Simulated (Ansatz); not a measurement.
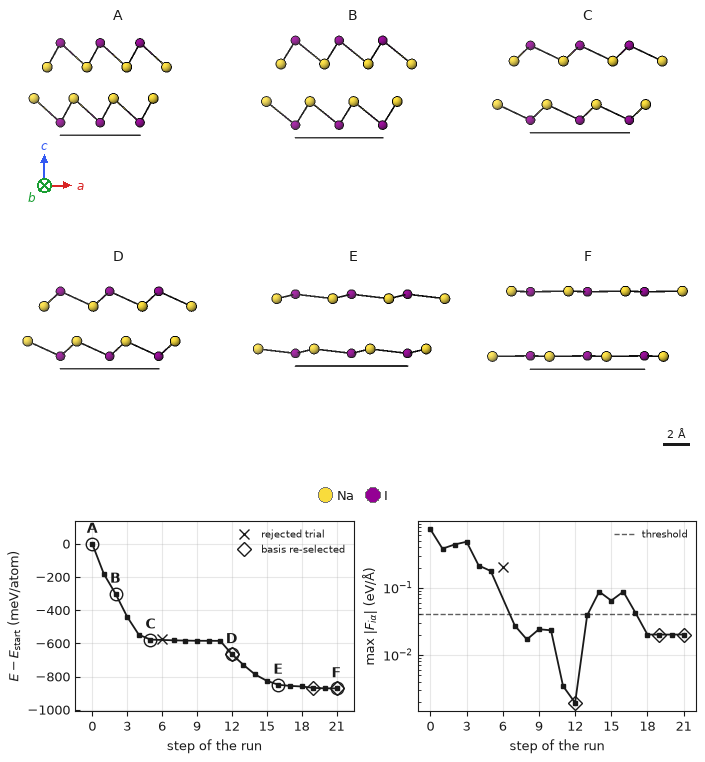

Frames of a relaxation of a free-standing layer of NaI (a generated structure, set up in P-3m1) (coarse preliminary run), marked on the history of the run. A ball-and-stick model of the 2 × 1 repeat of the cell, outlined in the plane, without the vacuum, seen along the b axis.

Level of theory: DFT PBE, scalar-relativistic, plane waves, PAW in Ansatz. (plane-wave cutoff 420 eV; k-point mesh 6 × 6 × 1; occupations gaussian; smearing width 0.1 eV; no spin polarisation; cell and atoms relaxed; force threshold 0.04 eV/Å; at most 70 steps)

**Describe the path.**

Over 17 accepted moves (21 points after the start) the energy falls by 870 meV per atom. Largest force component: 0.74 eV/Å at the start, 0.02 eV/Å at the end. The line search rejected the trial step at point 6 of the run. At 3 points the geometry stayed and the basis and grid were re-selected for the new cell (energy shift of 80.2 meV per atom at most each time). The largest moves relative to the cell and the layer's centre, 1.34 Å, are those of Na atoms. Largest moves by element: Na 1.34 Å, I 0.62 Å. In the plane the drawn cell goes a 7.244 → 10.386 Å (+43.4 %), b 3.622 → 5.193 Å (+43.4 %). Among the contacts that change: Na–Na 3.235 → 5.961 Å, I–Na 2.831 → 2.999 Å. Among the angles between lasting bonds that change: I–Na–I 79.5° → 120.0°, Na–I–Na 79.5° → 120.0°. The program noted that it reset the height of the cell. The run took 83 s on 1 thread of AMD EPYC 9R45 96-Core Processor (Zen 5), with other jobs on the host, peak memory 0.89 GiB. From step 0 to 2: Na atoms move most (0.25 Å), energy −301 meV per atom. From step 2 to 5: I atoms move most (0.39 Å), energy −276 meV per atom. From step 5 to 12: I atoms move most (0.39 Å), energy −87.8 meV per atom. From step 12 to 16: Na atoms move most (0.61 Å), energy −184 meV per atom. From step 16 to 21: Na atoms move most (0.59 Å), energy −21.6 meV per atom.

```
step  E − E(0), meV/atom  largest force component, eV/Å                      note
   0                0.00                         0.7387                          
   1             -181.77                         0.3813                          
   2             -300.52                         0.4402                          
   3             -439.09                         0.4840                          
   4             -547.16                         0.2141                          
   5             -576.68                         0.1775                          
   6             -574.29                         0.2016                  rejected
   7             -581.15                         0.0272                          
   8             -582.70                         0.0169                          
   9             -583.85                         0.0240                          
  10             -584.05                         0.0232                          
  11             -584.32                         0.0034                          
  12             -664.53                         0.0019  same geometry, new basis
  13             -729.32                         0.0387                          
  14             -786.96                         0.0874                          
  15             -824.76                         0.0642                          
  16             -848.86                         0.0874                          
  17             -855.72                         0.0425                          
  18             -859.19                         0.0200                          
  19             -867.70                         0.0200  same geometry, new basis
  20             -870.44                         0.0200                          
  21             -870.47                         0.0200  same geometry, new basis
```
